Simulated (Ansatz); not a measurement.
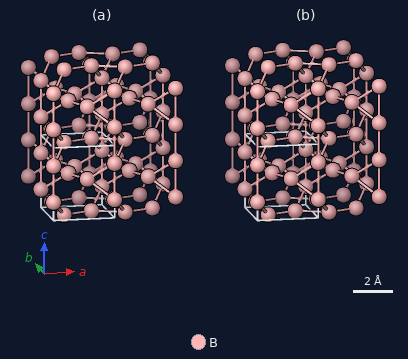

The structure of a crystal of B (a generated structure, set up in P4_2/m) before (left) and after (right) a relaxation, at one scale.

Style: ball-and-stick. Shown: the cell of the calculation, repeated 2 × 2 × 2 with one cell outlined, slightly off an axis.

Method: DFT PBE, scalar-relativistic, plane waves, PAW in Ansatz 0.2.0.

Input
```yaml
crystal:
  lattice:
    - [3.2524608564, 0.0, 0.0]
    - [0.0, 3.2524608564, 0.0]
    - [0.0, 0.0, 3.8749230006]
  atoms:
    - { symbol: B, position: [0.0, 0.0, 0.25] }
    - { symbol: B, position: [0.0, 0.0, 0.75] }
    - { symbol: B, position: [0.6049513054, 0.2550613895, 0.5] }
    - { symbol: B, position: [0.3950486946, 0.7449386105, 0.5] }
    - { symbol: B, position: [0.7449386105, 0.6049513054, 0.0] }
    - { symbol: B, position: [0.2550613895, 0.3950486946, 0.0] }
basis:
  ecutwfc: 420
kpoints:
  mp_grid: { grid: [12, 12, 10] }
hamiltonian:
  xc: pbe
scf:
  occupations: { method: gaussian, width: 0.1 }
output:
  forces: true
  stress: true
  eigenvalues: true
  write_density: true
  write_potential: true
  elf: true
  volumetric_format: npy
relax:
  adjacent_minimum: "off"
  f_tol: 0.01
  max_steps: 80
  cell: { stress_tol: 0.05 }
```

Run as
```bash
ansatz run input.yaml --threads 1 --pin off --max-ram 2560MiB --backend cpu --events-out ev --progress --plain --runs-dir out
```

> What changed between the two?

Over 3 accepted moves (4 points after the start) the energy falls by 2.6 meV per atom. The largest force component goes from 0.05 to 0.0066 eV/Å. The pressure goes from 0.80 to 0.02 GPa. At 1 point the geometry stayed and the basis and grid were re-selected for the new cell (energy shift of 0.2 meV per atom at most each time). No atom moves by more than 0.005 Å relative to the cell. The volume changes by +0.9 %, with a = b 3.252 → 3.240 Å (−0.4 %), c 3.875 → 3.939 Å (+1.7 %). Some distances before and after: B1–B2 1.937 → 1.970 Å, B3–B4 1.733 → 1.725 Å. The space group stays P4_2/m (No. 84). Cost: 100 s on 1 thread of Intel(R) Xeon(R) Processor @ 2.50GHz (Skylake/Cascade Lake) (shared host), peak memory 0.44 GiB.
